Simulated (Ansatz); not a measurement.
**Fe3Co2: density, localisation and related maps**

```xyz
15
Lattice="4.0233 0.0000 0.0000 -2.0116 3.4842 0.0000 0.0000 0.0000 12.2979" Properties=species:S:1:pos:R:3 pbc="T T T"
Fe    2.0116    1.1614    2.8670
Fe    0.0000    2.3228    6.9663
Fe    0.0000    0.0000   11.0655
Fe    0.0000    2.3228    2.0497
Fe    0.0000    0.0000    6.1489
Fe    2.0116    1.1614   10.2482
Fe    0.0000    0.0000    1.2324
Fe    2.0116    1.1614    5.3316
Fe    0.0000    2.3228    9.4309
Co    2.0116    1.1614    0.4219
Co    0.0000    2.3228    4.5212
Co    0.0000    0.0000    8.6204
Co    0.0000    0.0000    3.6774
Co    2.0116    1.1614    7.7767
Co    0.0000    2.3228   11.8759
```

Space group R-3m; a structure generated by program, which may or may not match a known phase; spin-polarised.

Computed with DFT PBE, scalar-relativistic, plane waves, PAW in Ansatz.

The density is the valence pseudo-density of a PAW calculation; it isn't the true density close to the nuclei.

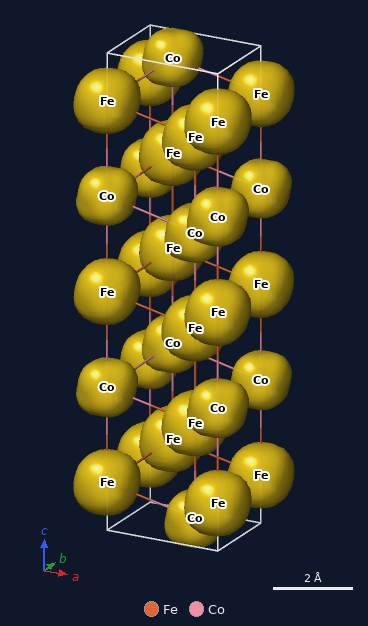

Figure 1. Isosurfaces of the spin density at +0.15 (yellow) and −0.15 e/Å³ (cyan), seen slightly off an axis. Sticks mark near contacts.

Q: Describe the spin distribution.

A: The spin density sits on Fe: +2.6 μB (×6) and +2.5 μB (×3); Co: +1.9 μB (×6) in one cell of 15 atoms: parallel moments (a ferromagnetic arrangement) in this solution. The cell of the calculation (5 atoms) carries 11.3 μB of net spin moment. Only one sign reaches the isovalue.

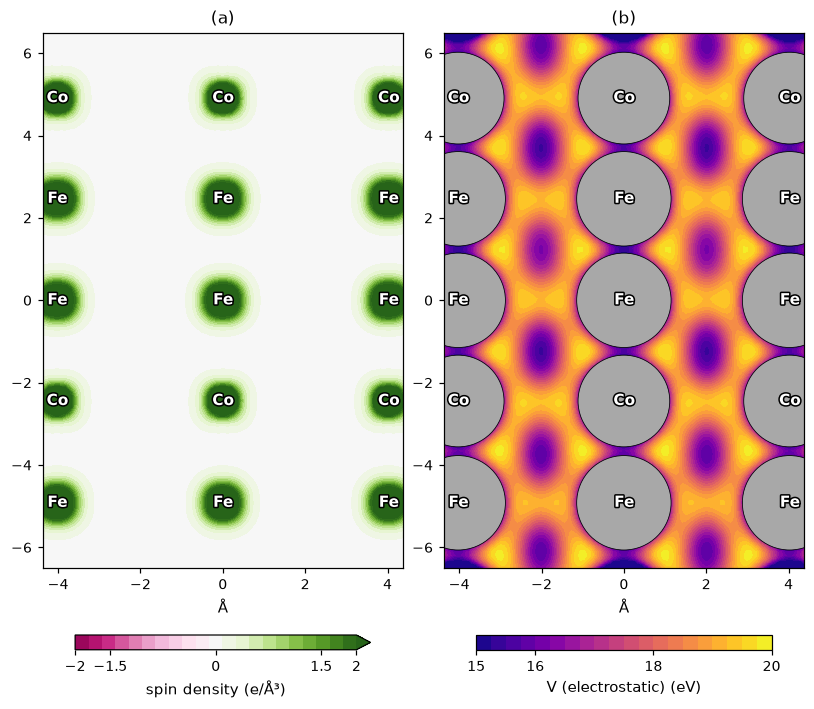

Figure 2. (a) magnetisation density (up minus down); (b) electrostatic potential energy of an electron on the (100) plane of the conventional cell. Grey discs cover the atomic cores in the potential map.

Q: Interpret the plot.

A:
- The plane passes through Fe and Co nuclei.
- Outside the cores the potential energy rises away from the atoms and is highest about 1.5 Å from the nearest atoms; its zero is arbitrary.

Q: Does the calculation make it a metal, or give it a gap?

A: It is gapless in this calculation (a metal or semimetal).

Q: How much charge does the calculation move between the atoms?

A: Electrons move from Fe towards Co. Bader charges: Fe +0.09 and Co −0.14 e.
